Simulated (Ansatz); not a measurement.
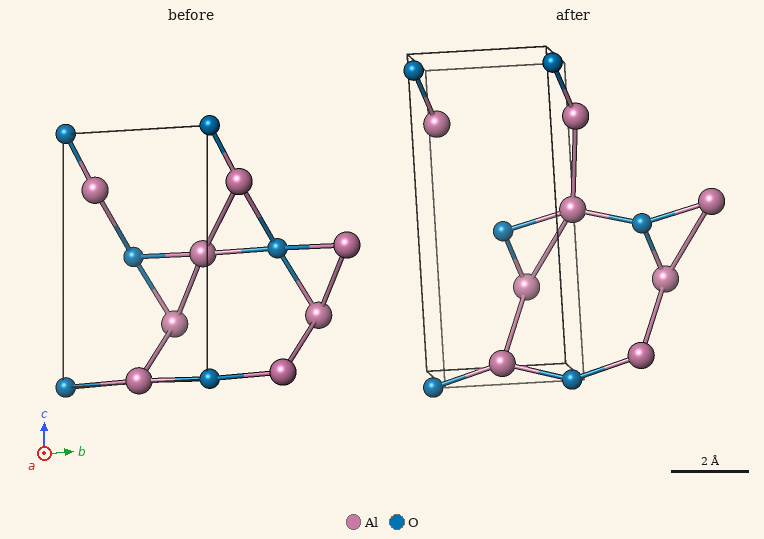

The structure of solid Al2O (a generated structure, set up in P1) (coarse preliminary run) before (left) and after (right) a relaxation, at one scale.

The picture is a ball-and-stick view of the cell of the calculation, repeated 1 × 2 × 1 with one cell outlined, seen along the a axis.

Method: Ansatz 0.2.0, DFT PBE, scalar-relativistic, plane waves, PAW. (plane-wave cutoff 420 eV; k-point mesh 6 × 6 × 4; occupations gaussian; smearing width 0.2 eV; no spin polarisation; cell and atoms relaxed; force threshold 0.025 eV/Å; at most 60 steps)

Summarise the run.

Answer. The run was cut off at its time limit before the relaxation converged, so the last structure is only a point on the way. The energy falls by 514 meV per atom in 12 geometry steps. Largest force component: 2.7 eV/Å at the start, 0.6 eV/Å at the end. The pressure goes from 0.95 to 0.68 GPa. An Al atom moves most relative to the cell: 0.67 Å along [−1 −2 1]. By element the largest moves are Al 0.67 Å, O 0.45 Å. The volume changes by −13.9 %, with a 3.964 → 2.886 Å (−27.2 %), b 4.038 → 3.674 Å (−9.0 %), c 6.649 → 8.366 Å (+25.8 %), α 84.2° → 88.7°, β 82.8° → 72.1°, γ 68.4° → 89.3°. Near-neighbour distances that change, for instance: Al–O 4.008 → 2.113 Å, Al–O 3.862 → 1.978 Å, Al–O 1.999 → 3.366 Å, Al–Al 3.964 → 2.886 Å. Bond angles that change, for instance: Al–Al–O 56.9° → 95.3°, Al–Al–O 118.6° → 154.7°, Al–Al–Al 96.5° → 64.7°. The space group stays P1 (No. 1). Cost: 4 min on 1 thread of Arm Neoverse V1, with other jobs on the host, peak memory 0.43 GiB.
